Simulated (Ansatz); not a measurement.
Structure data:

```cif
data_structure
_symmetry_space_group_name_H-M 'P -4 3 m'
_symmetry_Int_Tables_number 215
_cell_length_a 4.4072
_cell_length_b 4.4072
_cell_length_c 4.4072
_cell_angle_alpha 90.000
_cell_angle_beta 90.000
_cell_angle_gamma 90.000
_cell_volume 85.60
loop_
_atom_site_label
_atom_site_type_symbol
_atom_site_symmetry_multiplicity
_atom_site_Wyckoff_symbol
_atom_site_fract_x
_atom_site_fract_y
_atom_site_fract_z
_atom_site_occupancy
Al1 Al 3 c 0.50000 0.50000 0.00000 1
Ga1 Ga 1 a 0.00000 0.00000 0.00000 1
N1 N 4 e 0.74471 0.74471 0.25529 1
```

> Work out the structure from the coordinates.

Chemical formula Al₃GaN₄. Its lattice is primitive cubic, its space group P-43m (No. 215). One cell contains 3 Al, 1 Ga, 4 N, 8 atoms in all. The polyhedra are AlN4 tetrahedra and GaN4 tetrahedra; they share corners. Each Al atom is coordinated by four N in a tetrahedral arrangement at 1.90 Å. The neighbours of Ga are four N in a tetrahedral arrangement at 1.95 Å. The neighbours of N are three Al and one Ga in a tetrahedral arrangement (1.90 Å to Al, 1.95 Å to Ga). The bonds build a three-dimensional framework.

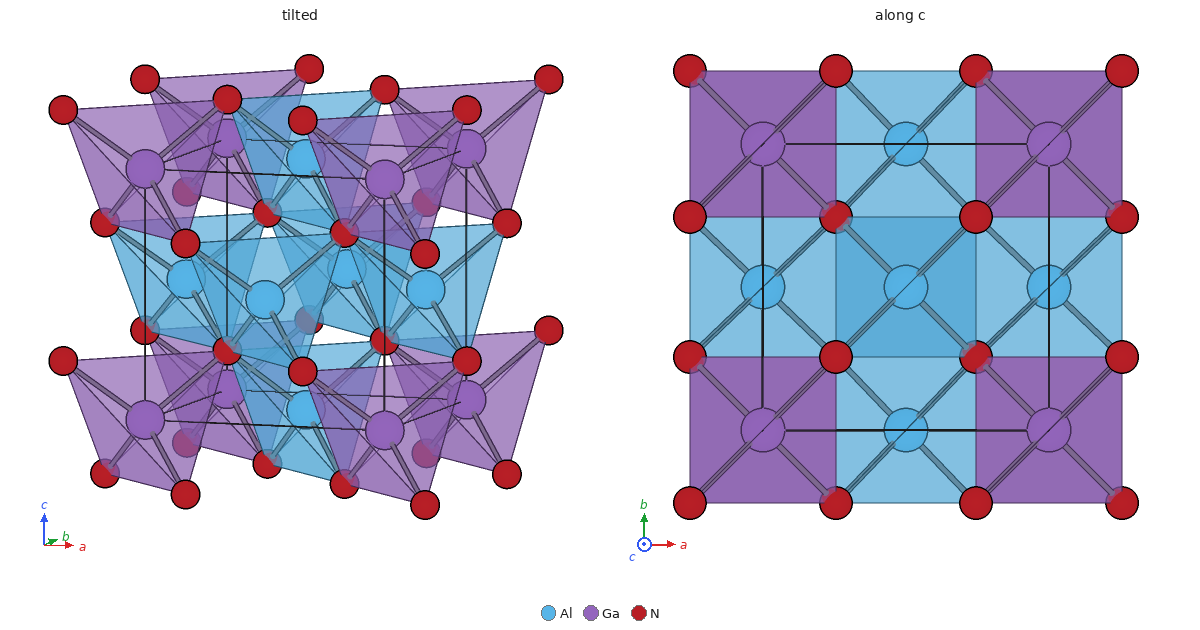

Structure drawing (polyhedral), viewed slightly off an axis and along the c axis. One conventional unit cell is outlined, and atoms on its boundary appear in each equivalent place. Some neighbours outside the box are added.

The structure comes from a structure listed in the Materials Project. The geometry was optimised with Ansatz 0.2.0, DFT, PBEsol, plane waves, PAW.
